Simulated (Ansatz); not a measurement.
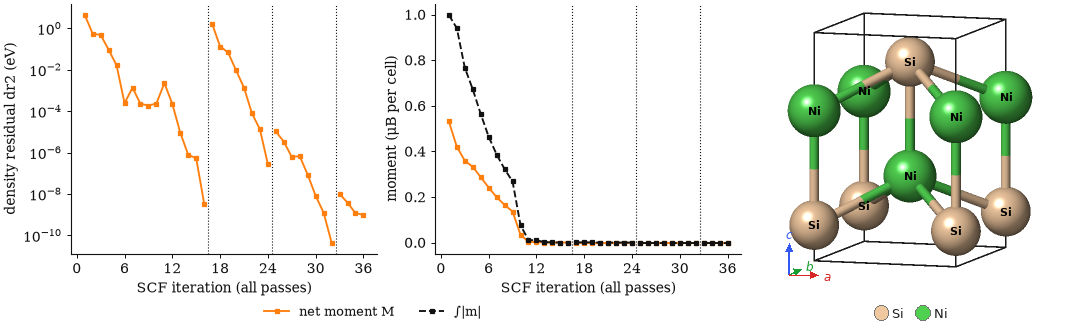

Beside the plot: the structure in its conventional cell.

Figure. SCF iterations of a calculation: density residual dr2, magnetic moments. SiNi (Pmmn, 4 atoms in the cell); DFT HSE06, scalar-relativistic, plane waves, PAW in Ansatz 0.2.0; cutoff 420 eV, 8×8×6 k-mesh, Gaussian smearing of 0.1 eV, collinear spins. The run starts with a semilocal functional; after that each stretch between dotted lines is one SCF of the hybrid functional between two exact rebuilds of the exchange operator by the outer loop. The program stopped pass 2 early, since the exchange operator was about to change. dr2 is the charge part; the magnetisation has a residual of its own.

It was still iterating, at step 36, when the time limit ended it. There are 4 passes, of 16, 8, 8 and 4 iterations. In pass 4, the residual is still falling at the last step (down to 10⁻⁹). The program keeps the magnetisation out of the quasi-Newton mixer until iteration 8 and then restarts the mixer with it. The residual starts near 4 and ends near 10⁻⁹ eV. The net moment goes from 0.53 to 0.00 μB per cell, though in an unconverged run this needn't be final.
